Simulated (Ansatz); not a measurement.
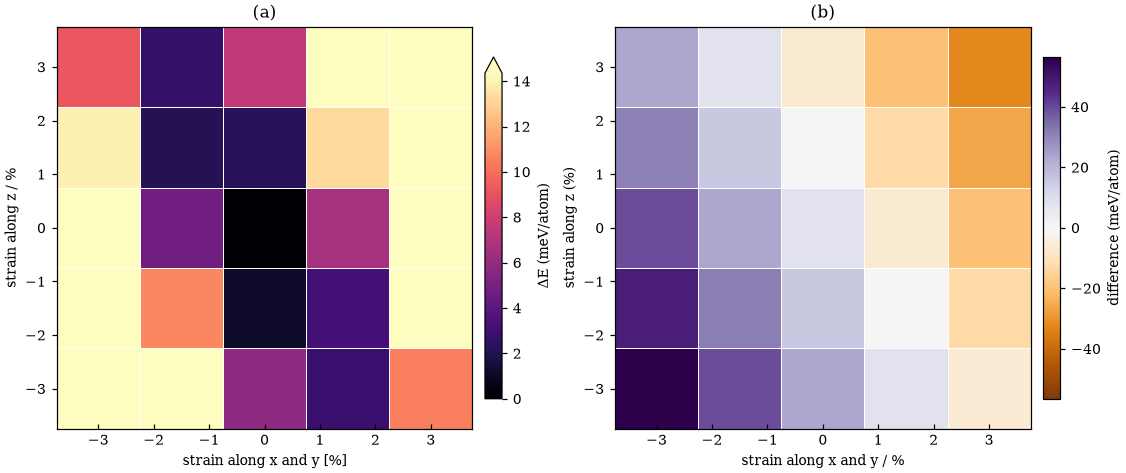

Ti (Fm-3m, No. 225; 1 atom in the cell). The cell is strained homogeneously, by one strain along x and y and another along z, with fractional coordinates fixed (x, y and z along the cube axes). First axis: strain along x and y. Second axis: strain along z. Grid: 5 × 5 points. Points are written as (first, second). Energies: meV/atom, counted from each map's own lowest point. The reference cell is the one listed in the database, not relaxed at this level. The k-mesh is coarse, so small energy differences aren't converged. Level of theory: DFT PBEsol, scalar-relativistic, plane waves, PAW (Ansatz). Settings: cutoff 420 eV, k-mesh 10×10×10 (coarse), gaussian smearing 0.15 eV, no spin polarisation.

Panel (a): DFT PBEsol, scalar-relativistic, plane waves, PAW (Ansatz). Panel (b): the map at Ansatz, DFT r2SCAN, scalar-relativistic, plane waves, PAW less the map of (a), each from its own lowest point. The reference cell is the one listed in the database, not relaxed at this level.

How does the change of method alter the landscape?

Answer. The difference runs from −32.6 meV/atom at (3.0 %, 3.0 %) to 56.5 meV/atom at (−3.0 %, −3.0 %).
